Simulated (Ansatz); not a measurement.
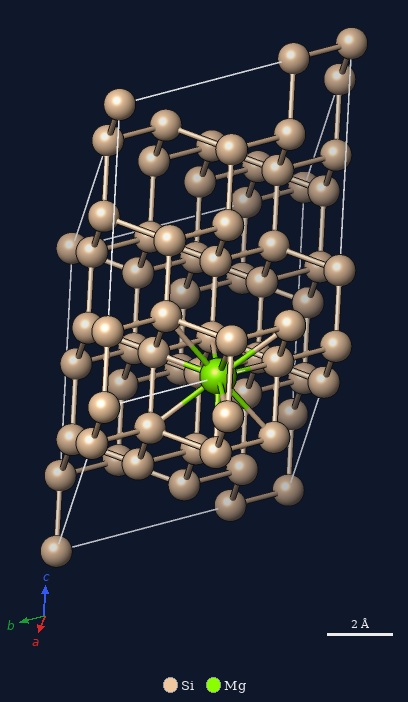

Figure 1. The starting structure (ball-and-stick view of the cell of the calculation, seen at an oblique angle; bonded neighbours outside the cell are drawn too). Near neighbours in the crystal (not all of them lie inside the picture): Si has 4 Si at 2.37 Å; Si has 1 Mg at 2.27 to 2.86 Å and 4 Si at 2.37 Å; Mg has 10 Si at 2.27 to 2.86 Å.

Run report: MgSi₃₂ (charge +2), geometry relaxation (part 1 of 3)

MgSi₃₂ (defect cell, 33 atoms in the cell, total charge +2), computed with DFT PBE, scalar-relativistic, plane waves, PAW, no spin polarisation (Ansatz 0.2.0).

The structure derives from a Materials Project entry. It belongs to a series of runs on one base structure; here: Mg interstitial, charge +2, atoms relaxed.

### The input
```yaml
crystal:
  lattice:
    - [-5.4700936587, 5.4700936587, -5.4700936587]
    - [5.4700936587, 5.4700936587, 5.4700936587]
    - [5.4700936587, -5.4700936587, -5.4700936587]
  atoms:
    - { symbol: Si, position: [0.25, 0.25, 0.75] }
    - { symbol: Si, position: [0.0, 0.5, 0.75] }
    - { symbol: Si, position: [0.5, 0.25, 0.5] }
    - { symbol: Si, position: [0.75, 0.75, 0.75] }
    - { symbol: Si, position: [0.25, 0.5, 0.5] }
    - { symbol: Si, position: [0.5, 0.0, 0.75] }
    - { symbol: Si, position: [0.0, 0.75, 0.5] }
    - { symbol: Si, position: [0.75, 0.25, 0.25] }
    - { symbol: Si, position: [0.5, 0.5, 0.25] }
    - { symbol: Si, position: [0.75, 0.0, 0.5] }
    - { symbol: Si, position: [0.0, 0.25, 0.0] }
    - { symbol: Si, position: [0.25, 0.75, 0.25] }
    - { symbol: Si, position: [0.0, 0.0, 0.25] }
    - { symbol: Si, position: [0.75, 0.5, 0.0] }
    - { symbol: Si, position: [0.5, 0.75, 0.0] }
    - { symbol: Si, position: [0.25, 0.0, 0.0] }
    - { symbol: Si, position: [0.25, 0.25, 0.5] }
    - { symbol: Si, position: [0.0, 0.5, 0.5] }
    - { symbol: Si, position: [0.5, 0.25, 0.25] }
    - { symbol: Si, position: [0.75, 0.75, 0.5] }
    - { symbol: Si, position: [0.25, 0.5, 0.25] }
    - { symbol: Si, position: [0.5, 0.0, 0.5] }
    - { symbol: Si, position: [0.0, 0.75, 0.25] }
    - { symbol: Si, position: [0.75, 0.25, 0.0] }
    - { symbol: Si, position: [0.5, 0.5, 0.0] }
    - { symbol: Si, position: [0.75, 0.0, 0.25] }
    - { symbol: Si, position: [0.0, 0.25, 0.75] }
    - { symbol: Si, position: [0.25, 0.75, 0.0] }
    - { symbol: Si, position: [0.0, 0.0, 0.0] }
    - { symbol: Si, position: [0.75, 0.5, 0.75] }
    - { symbol: Si, position: [0.5, 0.75, 0.75] }
    - { symbol: Si, position: [0.25, 0.0, 0.75] }
    - { symbol: Mg, position: [0.0168661916, 0.503900023, 0.0100337385] }
total_charge: 2
basis:
  ecutwfc: 420
  xc_grid: 2
kpoints:
  mp_grid: { grid: [2, 2, 2], shift: [0.5, 0.5, 0.5] }
hamiltonian:
  xc: pbe
scf:
  occupations: { method: gaussian, width: 0.02 }
output:
  forces: true
  stress: false
  eigenvalues: true
  write_density: true
  write_potential: true
  elf: true
  volumetric_format: npy
relax:
  adjacent_minimum: "off"
  f_tol: 0.02
  max_steps: 60
```

Machine: 4 threads of Arm Neoverse V1, 24 GiB of memory available, shared host.

Command:
```bash
ansatz run input.yaml --threads 4 --pin off --max-ram 8192MiB --backend cpu --events-out ev --progress --plain --runs-dir out
```

### Output
```
Engine: ansatz 0.2.0, aarch64-unknown-linux-gnu
Pseudopotentials: kind: paw
Pseudopotential: Si, paw, valence charge 4, recommended cutoff 420 eV (normal), Si.paw.azcp
Pseudopotential: Mg, paw, valence charge 10, recommended cutoff 420 eV (normal), Mg.paw.azcp
Functional definition: PBE
  parameter kappa = 0.804
  parameter beta = 0.06672455060314922
  exchange = pbe_x(kappa = kappa, mu = beta*pi^2/3)
  correlation = pbe_c(beta = beta)
Crystal: 33 atoms, lattice volume = 654.703 Å³
Basis set: ecut = 420 eV, 12839 PW (Γ), exchange–correlation on 128×128×128 points (8 copies of the dense FFT grid, shifted against one another)
Bands: 101, of which v1, the nominal top of the filled ones, is band 68 counted from 1 (67 counted from 0)
Symmetry: 1 space group operations
Space group: P1 (ITA 1), of the structure as read, at distance tolerance 8.7e-5 Å
k-points: 4 of 8 (time reversal used)
Non-local potential: Si, projectors of the file, l = 0: 2, l = 1: 2, l = 2: 2
Non-local potential: Mg, projectors of the file, l = 0: 3, l = 1: 2, l = 2: 1
PAW form: soft (Blöchl's): semilocal exchange-correlation on the pseudo side does not see the compensation charge
PAW one-centre angular grid: Si, 110 points (default); XC on 64 Gauss nodes
PAW one-centre angular grid: Mg, 110 points (default); XC on 64 Gauss nodes
Initial density: superposition of atomic densities (neutral atoms scaled as one to the charged cell's electrons: chi_scale 0, normalization atom), corrected by the library's trained network
Initial wavefunctions: pseudopotential atomic-orbital guess
Functional: x = pbe(κ = 0.804, μ = 0.2195149727645171), c = pbe(β = 0.06672455060314922)
SCF iter   1: F=—  HF=-22281.027451 eV  |F-HF|=—  |Δ(HF+E_count)|=         —  Δρ=8.51e-3  dr2=1.42e0  ethr=1.77e-3  ⟨swp⟩=6.0  Hψ=1875  notcnv=0  defer=68
preconditioner: auto → Resta (q_TF=auto, 2.100 Å⁻¹)  ε∞=5.4  [insulator: Δε(μ)=1.141 eV  Ē_g=7.837 eV  σ=0.020 eV  W_gap=1.00  n_scr=86 (ndim 8)  ℏωp=16.4 eV  f_vac=0.000  D(μ)=0.00/eV (n_scr^D=0)  ε∞_Penn≈5.4]
SCF iter   2: F=—  HF=-22280.708430 eV  |F-HF|=—  |Δ(HF+E_count)|=   3.19e-1  Δρ=3.45e-3  dr2=1.55e-1  ethr=1.05e-3  ⟨swp⟩=3.0  Hψ=777  notcnv=0  defer=107
SCF iter   3: F=—  HF=-22280.664587 eV  |F-HF|=—  |Δ(HF+E_count)|=   4.38e-2  Δρ=1.06e-3  dr2=1.01e-2  ethr=1.14e-4  ⟨swp⟩=3.0  Hψ=610  notcnv=0  defer=110
SCF iter   4: F=—  HF=-22280.662168 eV  |F-HF|=—  |Δ(HF+E_count)|=   2.42e-3  Δρ=1.57e-4  dr2=1.77e-4  ethr=7.46e-6  ⟨swp⟩=2.0  Hψ=587  notcnv=0  defer=110
SCF iter   5: F=—  HF=-22280.661918 eV  |F-HF|=—  |Δ(HF+E_count)|=   2.50e-4  Δρ=3.94e-5  dr2=1.62e-5  ethr=1.30e-7  ⟨swp⟩=2.0  Hψ=665  notcnv=0  defer=110
SCF iter   6: F=-22280.661936 eV  HF=-22280.661935 eV  |F-HF|=1.38e-6  |Δ(HF+E_count)|=   1.68e-5  Δρ=1.33e-5  dr2=1.25e-6  ethr=7.35e-9  ⟨swp⟩=20.5  Hψ=4403  notcnv=0
SCF 1 converged in 6 iterations: F = -22280.661936 eV  dr2 = 1.25e-6
  greatest PAW one-centre occupation: 1.000 electrons in one spin orbital (limit 2), on the Mg atom at site 32 (counted from 0), in its partial waves of l = 0
relax step   1: F+E_penalty+E_count = -22280.66193595 eV  Δ(F+E_penalty+E_count) = +0.000e0 eV  max|allowed force component| = 1.875e0 eV/Å  Δτ_max = 0.0000 Å  (6 SCF iters, dr2 threshold 1.00e-5 eV, accepted)
Initial density: handed on by an earlier stage of this run
Initial wavefunctions: those handed on with the density
iter 1 solved again at ethr=2.55e-4 eV; its pass at ethr=3.10e-3 eV (dr2=3.47e-1 eV) is discarded
SCF iter   1: F=—  HF=-22281.474611 eV  |F-HF|=—  |Δ(HF+E_count)|=         —  Δρ=5.00e-3  dr2=3.33e-1  ethr=2.55e-4  ⟨swp⟩=1.8  Hψ=1541  notcnv=0  defer=107
preconditioner: auto → Resta (q_TF=auto, 2.100 Å⁻¹)  ε∞=5.4  [insulator: Δε(μ)=1.251 eV  Ē_g=7.833 eV  σ=0.020 eV  W_gap=1.00  n_scr=86 (ndim 8)  ℏωp=16.4 eV  f_vac=0.000  D(μ)=0.00/eV (n_scr^D=0)  ε∞_Penn≈5.4]
SCF iter   2: F=—  HF=-22281.413242 eV  |F-HF|=—  |Δ(HF+E_count)|=   6.14e-2  Δρ=2.38e-3  dr2=4.20e-2  ethr=2.45e-4  ⟨swp⟩=3.0  Hψ=478  notcnv=0  defer=107
SCF iter   3: F=—  HF=-22281.406595 eV  |F-HF|=—  |Δ(HF+E_count)|=   6.65e-3  Δρ=5.79e-4  dr2=1.64e-3  ethr=3.08e-5  ⟨swp⟩=3.2  Hψ=614  notcnv=0  defer=107
SCF iter   4: F=—  HF=-22281.406763 eV  |F-HF|=—  |Δ(HF+E_count)|=   1.68e-4  Δρ=6.71e-5  dr2=3.23e-5  ethr=1.21e-6  ⟨swp⟩=3.0  Hψ=515  notcnv=0  defer=107
SCF iter   5: F=-22281.406775 eV  HF=-22281.406774 eV  |F-HF|=1.34e-6  |Δ(HF+E_count)|=   1.11e-5  Δρ=1.68e-5  dr2=2.53e-6  ethr=2.37e-8  ⟨swp⟩=20.0  Hψ=4090  notcnv=0
SCF 2 converged in 5 iterations: F = -22281.406775 eV  dr2 = 2.53e-6
relax step   2: F+E_penalty+E_count = -22281.40677503 eV  Δ(F+E_penalty+E_count) = -7.448e-1 eV  max|allowed force component| = 7.204e-1 eV/Å  Δτ_max = 0.1155 Å  (5 SCF iters, dr2 threshold 1.00e-4 eV, accepted)
SCF iter   1: F=—  HF=-22281.506748 eV  |F-HF|=—  |Δ(HF+E_count)|=         —  Δρ=2.63e-3  dr2=8.25e-2  ethr=3.80e-4  ⟨swp⟩=3.5  Hψ=869  notcnv=0  defer=102
preconditioner: auto → Resta (q_TF=auto, 2.100 Å⁻¹)  ε∞=5.4  [insulator: Δε(μ)=1.241 eV  Ē_g=7.827 eV  σ=0.020 eV  W_gap=1.00  n_scr=86 (ndim 8)  ℏωp=16.4 eV  f_vac=0.000  D(μ)=0.00/eV (n_scr^D=0)  ε∞_Penn≈5.4]
SCF iter   2: F=—  HF=-22281.490675 eV  |F-HF|=—  |Δ(HF+E_count)|=   1.61e-2  Δρ=1.22e-3  dr2=1.01e-2  ethr=6.07e-5  ⟨swp⟩=3.0  Hψ=773  notcnv=0  defer=102
SCF iter   3: F=—  HF=-22281.488451 eV  |F-HF|=—  |Δ(HF+E_count)|=   2.22e-3  Δρ=2.66e-4  dr2=3.53e-4  ethr=7.46e-6  ⟨swp⟩=2.0  Hψ=591  notcnv=0  defer=102
SCF iter   4: F=-22281.488486 eV  HF=-22281.488484 eV  |F-HF|=1.93e-6  |Δ(HF+E_count)|=   3.32e-5  Δρ=3.56e-5  dr2=7.91e-6  ethr=2.39e-8  ⟨swp⟩=18.0  Hψ=3989  notcnv=0
SCF 3 converged in 4 iterations: F = -22281.488486 eV  dr2 = 7.91e-6
relax step   3: F+E_penalty+E_count = -22281.48848625 eV  Δ(F+E_penalty+E_count) = -8.171e-2 eV  max|allowed force component| = 1.503e-1 eV/Å  Δτ_max = 0.0582 Å  (4 SCF iters, dr2 threshold 3.24e-5 eV, accepted)
SCF iter   1: F=—  HF=-22281.494377 eV  |F-HF|=—  |Δ(HF+E_count)|=         —  Δρ=1.00e-3  dr2=4.94e-3  ethr=7.67e-5  ⟨swp⟩=3.0  Hψ=1038  notcnv=0  defer=102
preconditioner: auto → Resta (q_TF=auto, 2.100 Å⁻¹)  ε∞=5.4  [insulator: Δε(μ)=1.232 eV  Ē_g=7.822 eV  σ=0.020 eV  W_gap=1.00  n_scr=86 (ndim 8)  ℏωp=16.4 eV  f_vac=0.000  D(μ)=0.00/eV (n_scr^D=0)  ε∞_Penn≈5.4]
SCF iter   2: F=—  HF=-22281.493236 eV  |F-HF|=—  |Δ(HF+E_count)|=   1.14e-3  Δρ=5.04e-4  dr2=1.17e-3  ethr=3.64e-6  ⟨swp⟩=2.0  Hψ=746  notcnv=0  defer=102
SCF iter   3: F=—  HF=-22281.492739 eV  |F-HF|=—  |Δ(HF+E_count)|=   4.96e-4  Δρ=3.87e-5  dr2=6.29e-6  ethr=8.61e-7  ⟨swp⟩=2.0  Hψ=553  notcnv=0  defer=102
SCF iter   4: F=-22281.492744 eV  HF=-22281.492744 eV  |F-HF|=1.91e-8  |Δ(HF+E_count)|=   4.28e-6  Δρ=8.13e-6  dr2=3.34e-7  ethr=1.04e-9  ⟨swp⟩=17.2  Hψ=3491  notcnv=0
SCF 4 converged in 4 iterations: F = -22281.492744 eV  dr2 = 3.34e-7
  Residual-converged pass: ⟨swp⟩=1.2  Hψ=421  notcnv=0  max |occ|·‖R‖ = 7.0e-9 eV (tolerance 1.0e-8 eV)  dr2=3.34e-7  dr2_onsite=3.18e-8  max |Δocc| = 0.0e0
relax step   4: F+E_penalty+E_count = -22281.49274355 eV  Δ(F+E_penalty+E_count) = -4.257e-3 eV  max|allowed force component| = 2.235e-3 eV/Å  Δτ_max = 0.0321 Å  (4 SCF iters, dr2 threshold 1.41e-6 eV, accepted)
iter 1 solved again at ethr=2.51e-10 eV; its pass at ethr=3.10e-3 eV (dr2=3.42e-7 eV) is discarded
SCF iter   1: F=—  HF=-22281.493199 eV  |F-HF|=—  |Δ(HF+E_count)|=         —  Δρ=8.19e-6  dr2=3.43e-7  ethr=2.51e-10  ⟨swp⟩=1.0  Hψ=968  notcnv=0
preconditioner: auto → Resta (q_TF=auto, 2.100 Å⁻¹)  ε∞=5.4  [insulator: Δε(μ)=1.233 eV  Ē_g=7.821 eV  σ=0.020 eV  W_gap=1.00  n_scr=86 (ndim 8)  ℏωp=16.4 eV  f_vac=0.000  D(μ)=0.00/eV (n_scr^D=0)  ε∞_Penn≈5.4]
SCF iter   2: F=—  HF=-22281.492744 eV  |F-HF|=—  |Δ(HF+E_count)|=   4.56e-4  Δρ=4.53e-6  dr2=9.17e-8  ethr=7.35e-11  ⟨swp⟩=6.0  Hψ=2330  notcnv=0
SCF iter   3: F=-22281.492744 eV  HF=-22281.492744 eV  |F-HF|=4.56e-9  |Δ(HF+E_count)|=   5.51e-8  Δρ=1.02e-6  dr2=7.96e-9  ethr=6.74e-11  ⟨swp⟩=6.2  Hψ=2182  notcnv=0
SCF 5 converged in 3 iterations: F = -22281.492744 eV  dr2 = 7.96e-9
relax step   5: F+E_penalty+E_count = -22281.49274365 eV  Δ(F+E_penalty+E_count) = -9.511e-8 eV  max|allowed force component| = 2.490e-3 eV/Å  Δτ_max = 0.0000 Å  (3 SCF iters, accepted)
```

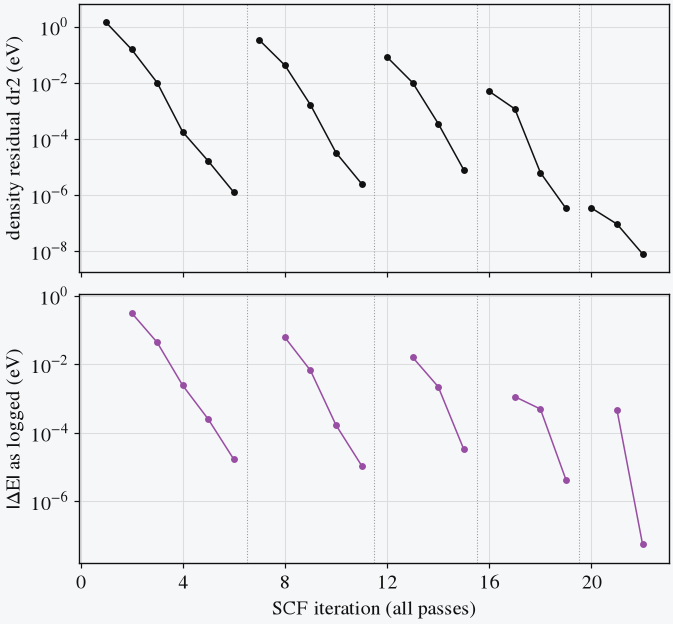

Figure 2. Convergence of the self-consistent field: density residual dr2 and size of the energy change against the SCF iteration. The dotted lines part the SCF passes of the relaxation: geometry steps, rejected trials and re-solves on a re-selected basis. The 5 passes take 3 to 6 iterations each, 22 in all.

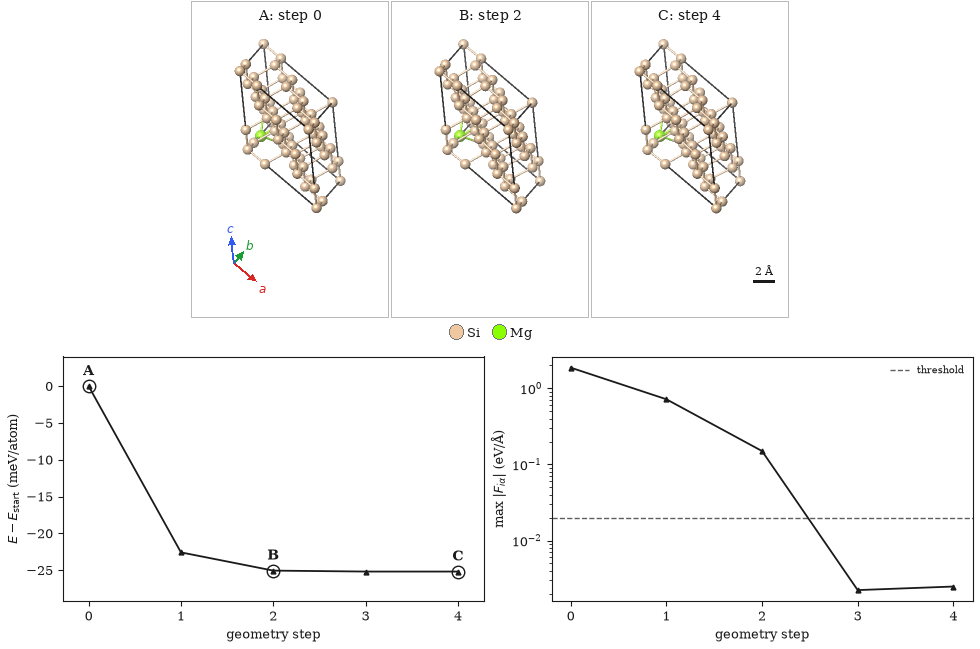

Figure 3. Frames of the relaxation (ball-and-stick view of the cell of the calculation, seen slightly off an axis) above the curves, on which the letters mark them (the first geometry is step 0 here and step 1 in the log).

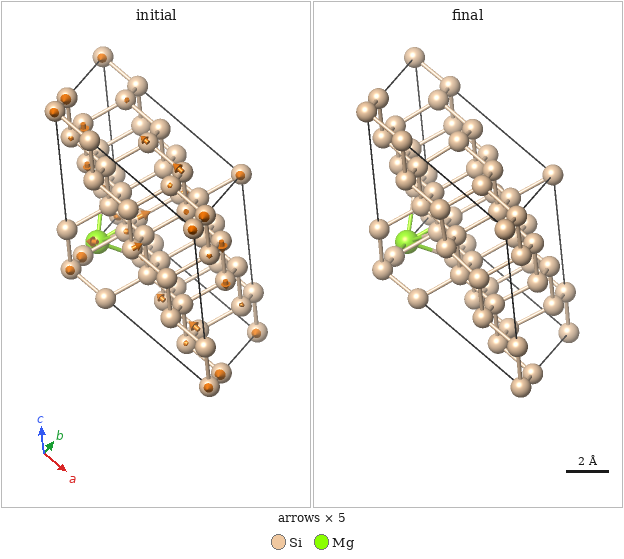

Figure 4. Before (left) and after (right) the relaxation, at one scale (ball-and-stick view of the cell of the calculation, seen slightly off an axis). The orange arrows give the displacements, magnified 5 times. The largest moves, 0.15 Å, are those of Si2, Si11 and Si12. Largest moves by element: Si 0.15 Å, Mg 0.13 Å. The cell stays as it was. Among the contacts that change: Si12–Mg33 2.274 → 2.512 Å, Si11–Mg33 2.324 → 2.512 Å, Si21–Mg33 2.610 → 2.778 Å, Si2–Mg33 2.402 → 2.512 Å. Among the angles that change: Si30–Si2–Mg33 73.7° → 68.2°, Si12–Si23–Mg33 52.0° → 57.1°, Si11–Si21–Si12 109.5° → 114.2°. Over 4 geometry steps the energy falls by 25.2 meV per atom. Largest force component: 1.9 eV/Å at the start, 0.0025 eV/Å at the end. (Atoms are counted from 1 in the order of the input.)

```
SCF converged after 3 iterations
Free energy (F): -22281.492744 eV
Harris-Foulkes:  -22281.492744 eV  (|F-HF|=4.56e-9)
Internal energy: -22281.492744 eV  (E = F + TS)
E sigma→0 (E₀):  -22281.492744 eV
Fermi energy:    6.194664 eV
--- Per-component energies (eV) ---
  E_band       = -201.683097
  E_kinetic    = 1344.053757
  E_local      = -3014.846187  (includes V_loc(G=0)·N_el)
  E_nonlocal   = 917.735052
  E_hartree    = 1082.869090
  E_xc         = -1776.792906
  E_vxc        = -1509.724680  (∫ρ·V_xc dr)
  E_paw        = -16699.273389  (= ΣΔE_a)
  E_vpaw       = -104.640516  (= ΣTr[D̂ρ^β])
  E_aug_tail   = 0.000200  (compensation charges beyond the density's cutoff)
  E_ewald      = -4135.238361
  E_smearing   = -0.000000  (= −TS)
  E_closure    = 0.000000  (closes the sum)
  E_deformation_potential = 25.343788  (in the stress; not in F)
  Σ components = -22281.492744   (vs F -22281.492744, Δ=0.00e0)
--- Forces (eV/Å), atoms counted from 1 ---
  atom   1  Si    -0.00058896    -0.00020414    -0.00003713
  atom   2  Si     0.00005501     0.00059660    -0.00214363
  atom   3  Si     0.00009365     0.00032682    -0.00008140
  atom   4  Si    -0.00023122     0.00003829     0.00012486
  atom   5  Si    -0.00018573     0.00026875     0.00016559
  atom   6  Si     0.00000673     0.00024438    -0.00039956
  atom   7  Si     0.00027564     0.00052281    -0.00013040
  atom   8  Si    -0.00034736    -0.00035680    -0.00020573
  atom   9  Si     0.00036461    -0.00027203    -0.00038708
  atom  10  Si     0.00052601     0.00000866    -0.00016217
  atom  11  Si     0.00111406     0.00205412    -0.00064386
  atom  12  Si    -0.00209181    -0.00118707     0.00009492
  atom  13  Si    -0.00012496     0.00004552    -0.00048364
  atom  14  Si     0.00056440     0.00009767    -0.00123864
  atom  15  Si     0.00039750     0.00052821     0.00005862
  atom  16  Si    -0.00001528    -0.00040635    -0.00025769
  atom  17  Si    -0.00002112     0.00012104    -0.00004263
  atom  18  Si    -0.00026495     0.00001709     0.00091936
  atom  19  Si    -0.00024291    -0.00012296    -0.00013865
  atom  20  Si     0.00021701     0.00016501    -0.00011794
  atom  21  Si    -0.00015092     0.00004813    -0.00050937
  atom  22  Si     0.00020263    -0.00010163     0.00050421
  atom  23  Si     0.00070255    -0.00032081     0.00004709
  atom  24  Si     0.00037233    -0.00123634    -0.00009041
  atom  25  Si     0.00052351    -0.00078137     0.00115177
  atom  26  Si     0.00015872     0.00004816    -0.00029609
  atom  27  Si    -0.00127542     0.00045411    -0.00020473
  atom  28  Si    -0.00040555     0.00080819    -0.00005893
  atom  29  Si    -0.00007963    -0.00037190     0.00056153
  atom  30  Si     0.00010814     0.00007208     0.00180404
  atom  31  Si    -0.00020683     0.00011668    -0.00000821
  atom  32  Si     0.00003562    -0.00002499    -0.00028801
  atom  33  Mg     0.00051598    -0.00119456     0.00249028
  max |Σ_I F_I| component: 3.61e-6 eV/Å
--- Band table (eV) ---
  k-point 0: bands = ["-69.8812", "-36.6417", "-36.6417", "-36.6417", "-4.9635", "-4.7503", "-4.7503", "-4.7502", "-3.0492", "-3.0043", "-3.0043", "-3.0043", "-2.8997", "-2.8997", "-2.8997", "-2.8911", "-2.8911", "-2.7972", "-2.7972", "-2.7971", "-0.2939", "-0.1582", "-0.1580", "-0.1579", "-0.0919", "-0.0919", "-0.0919", "-0.0246", "-0.0246", "0.0085", "0.0085", "0.0086", "2.1877", "2.3560", "2.3561", "2.3561", "2.4703", "2.6850", "2.6851", "2.6852", "2.8246", "2.8247", "2.8248", "2.8307", "2.8308", "2.8310", "2.8422", "2.8422", "3.9174", "3.9174", "3.9174", "4.0690", "4.0690", "4.1221", "4.1223", "4.1224", "4.1707", "4.1708", "4.1709", "4.2226", "5.4389", "5.4391", "5.4393", "5.4932", "5.4933", "5.5779", "5.5781", "5.5782", "7.2806", "7.6065", "7.6065", "7.6066", "7.7234", "7.7234", "7.7569", "7.7569", "7.7570", "7.8934", "7.8935", "7.8936", "8.1312", "8.1670", "8.1672", "8.1674", "9.5049", "9.5051", "9.5052", "9.7231", "9.7231", "9.8101", "9.8102", "9.8104", "10.4443", "10.4684", "10.4686", "10.4687", "10.6513", "10.6514", "10.6515", "10.7241", "10.7241"]
```
